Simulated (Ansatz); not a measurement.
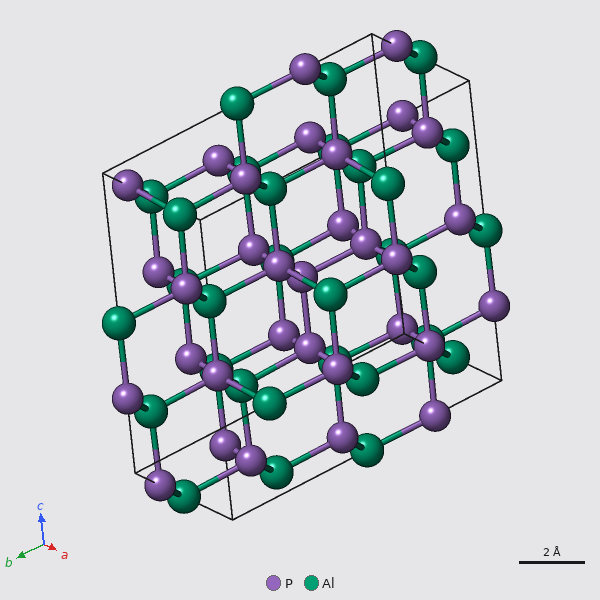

Structure drawing (ball-and-stick), viewed from a general direction. One supercell is framed, with atoms on its boundary repeated. The host is AlP, in a cell of 32 sites, and the cell carries a charge of +2.

### Where does the cell differ from the host, and how?

Phosphorus on an aluminium site (an antisite). It is bonded to four P in a tetrahedral arrangement at about 2.3 Å.

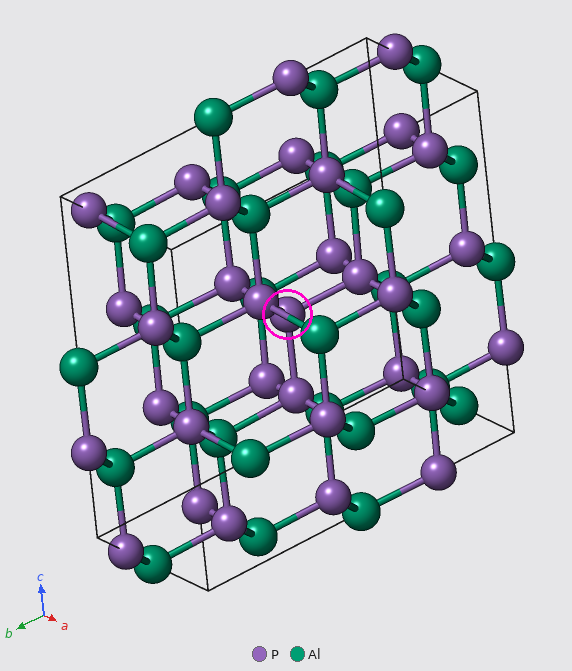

The same cell with a ring at the defect's site.

The atoms were relaxed in the host's cell with DFT PBE, scalar-relativistic, plane waves, PAW (Ansatz 0.2.0).
